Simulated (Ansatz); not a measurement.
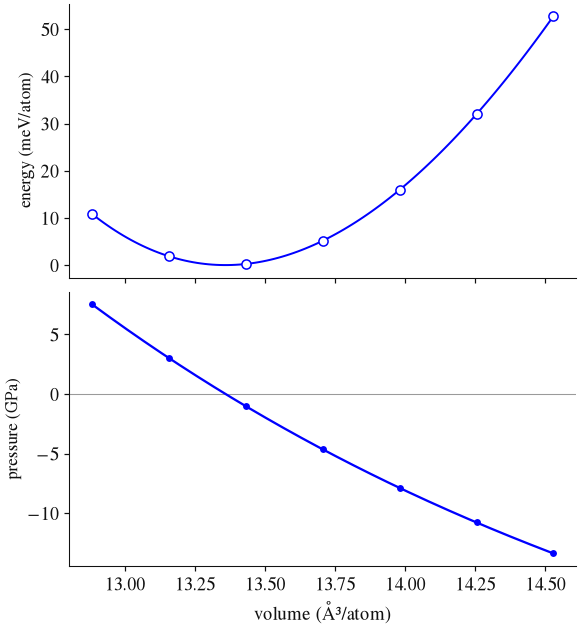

The figure shows the energy and pressure against volume for Al₂Ru, space group I4/mmm (No. 139).

Starting cell:
```xyz
3
Lattice="-1.5604 1.5604 4.2218 1.5604 -1.5604 4.2218 1.5604 1.5604 -4.2218" Properties=species:S:1:pos:R:3 pbc="T T T"
Ru    0.0000    0.0000    0.0000
Al    0.0000    0.0000    2.8776
Al    0.0000    0.0000    5.5660
```

Calculation (Ansatz 0.2.0): all-electron LAPW DFT, no spin polarisation; energies at scaled volumes of the given cell, shape and fractions fixed, counted from the fit's minimum, third-order Birch-Murnaghan fit. Level: LDA.

```
         setting                                   value
          k mesh                                12×12×12
     occupations                             Fermi–Dirac
  smearing width                                 0.05 eV
      potentials  all electron LAPW, scalar relativistic
program settings               basis error eV/atom 0.002
```

Give the fitted equation-of-state parameters.

Answer. A third-order Birch–Murnaghan fit gives V0 = 13.36 Å³/atom, B0 = 192 GPa and B′ = 4.4.

What does the pressure do across the range?

Answer. It falls from 7.52 GPa at volume 12.88 Å³/atom to −13.39 GPa at 14.53 Å³/atom, and changes sign near 13.36 Å³/atom.

Keep in mind: shape and atomic fractions are frozen while scaling, which makes layered, chain and framework solids too stiff.
